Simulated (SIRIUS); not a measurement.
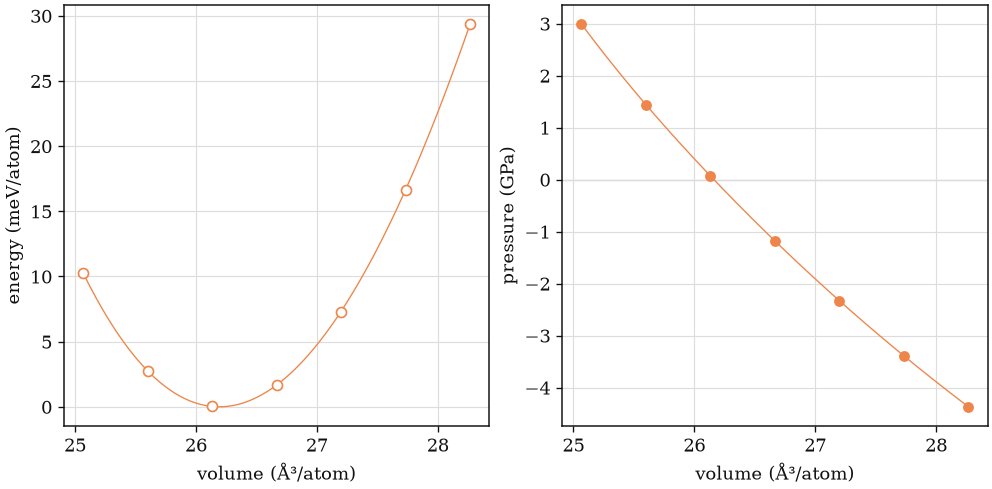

Computed with SIRIUS 7.10.0: plane-wave DFT, no spin polarisation; energies at scaled volumes of the given cell, shape and fractions fixed, counted from the fit's minimum, third-order Birch-Murnaghan fit. Level: PBEsol.

```
       setting                          value
        k mesh                       10×10×10
   occupations                    Fermi–Dirac
smearing width                        0.05 eV
    potentials  dojo sr pbesol 0.4.1 standard
   wave cutoff                        1102 eV
density cutoff                        4408 eV
```

Cell as given: a = 3.353 Å, b = 3.353 Å, c = 3.353 Å, α = 60.00°, β = 60.00°, γ = 60.00°; 1 atom.

**Figure.** Energy and pressure against volume for Sb, space group Fm-3m (No. 225).

A third-order Birch–Murnaghan fit gives V0 = 26.19 Å³/atom, B0 = 63.9 GPa and B′ = 3.3. The energy is 10.29 meV/atom at volume 25.07 Å³/atom and 29.36 meV/atom at 28.27 Å³/atom; the lowest computed point is at volume 26.13 Å³/atom (0.04 meV/atom), and no other minimum shows. The pressure falls from 2.99 GPa at volume 25.07 Å³/atom to −4.37 GPa at 28.27 Å³/atom, and changes sign near 26.16 Å³/atom.
